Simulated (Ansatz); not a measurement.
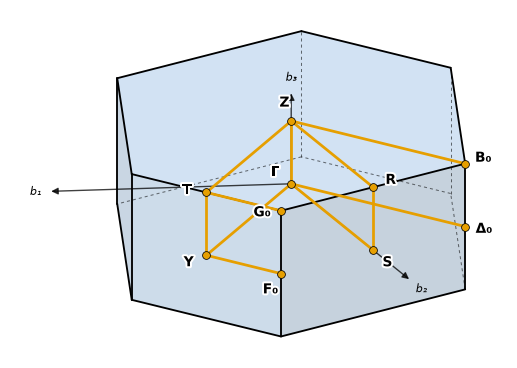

The first Brillouin zone and its special points. Crystal: Cl, the geometry relaxed with Ansatz 0.2.0, DFT r2SCAN, scalar-relativistic, plane waves, PAW. Symmetry computed with spglib at a tolerance of 0.002 Å; standard conventional cell.

Space group No. 64, Cmce; a = 6.539 Å, b = 4.134 Å, c = 8.272 Å, α = 90.00°, β = 90.00°, γ = 90.00°.

Labels and path follow the convention of Hinuma et al. (2017), as computed by seekpath; the arrows show the directions of the reciprocal primitive vectors b₁, b₂, b₃, in which coordinates are given; lengths include the factor 2π.

List the special points with their coordinates and distances from Γ.

Answer.
```csv
point,k₁,k₂,k₃,length of k (1/Å)
Γ,0,0,0,0.000
Y,1/2,1/2,0,0.961
T,1/2,1/2,1/2,1.033
Z,0,0,1/2,0.380
S,0,1/2,0,0.899
R,0,1/2,1/2,0.976
Δ₀,−0.350,0.350,0,1.064
F₀,0.350,0.650,0,1.064
B₀,−0.350,0.350,1/2,1.129
G₀,0.350,0.650,1/2,1.129
```

What is the zone's volume?

Answer. (2π)³ over the primitive cell's volume of 111.81 Å³: 2.22 Å⁻³.
